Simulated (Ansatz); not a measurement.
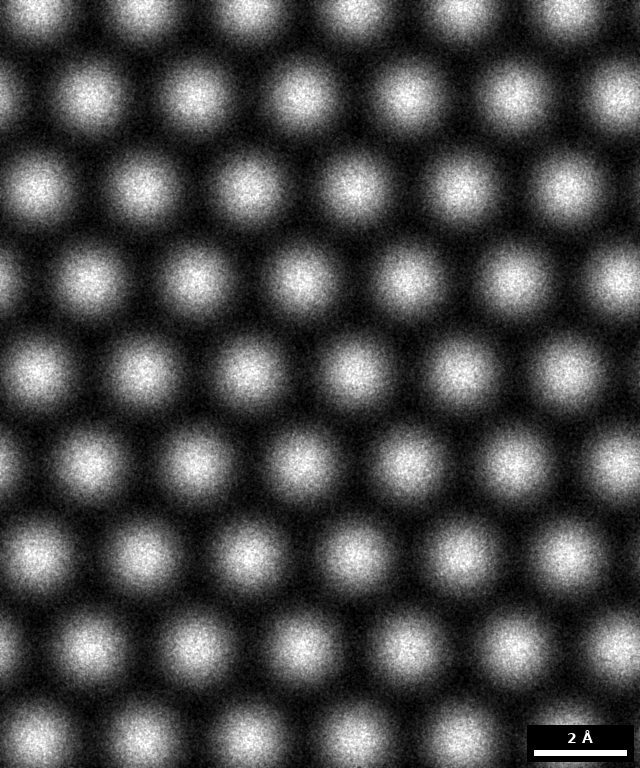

HAADF-like image of Zn (Fd-3m, No. 227). The image is simulated as a sum over atoms of Z^1.6, blurred by a 1.19 Å probe (no channelling). Shot noise was added. Atomic positions: the input geometry of a calculation; the starting structure was generated, so it need not be a known form of this composition.

```xyz
8
Lattice="5.6868 0.0000 0.0000 0.0000 5.6868 0.0000 0.0000 0.0000 5.6868" Properties=species:S:1:pos:R:3 pbc="T T T"
Zn    4.2651    4.2651    4.2651
Zn    0.0000    2.8434    0.0000
Zn    4.2651    1.4217    1.4217
Zn    0.0000    0.0000    2.8434
Zn    1.4217    4.2651    1.4217
Zn    2.8434    2.8434    2.8434
Zn    1.4217    1.4217    4.2651
Zn    2.8434    0.0000    0.0000
```

> Which beam direction gives this image, [210], [211], [001] or [111]? (Directions equivalent by symmetry count as one.)

[111]. The projected cells are 1.27 × 1.56 Å, 114° for [210]; 2.01 × 3.28 Å, 90° for [211]; 2.01 × 2.01 Å, 90° for [001]; 2.32 × 2.32 Å, 120° for [111], and the image repeats as the [111] one does.
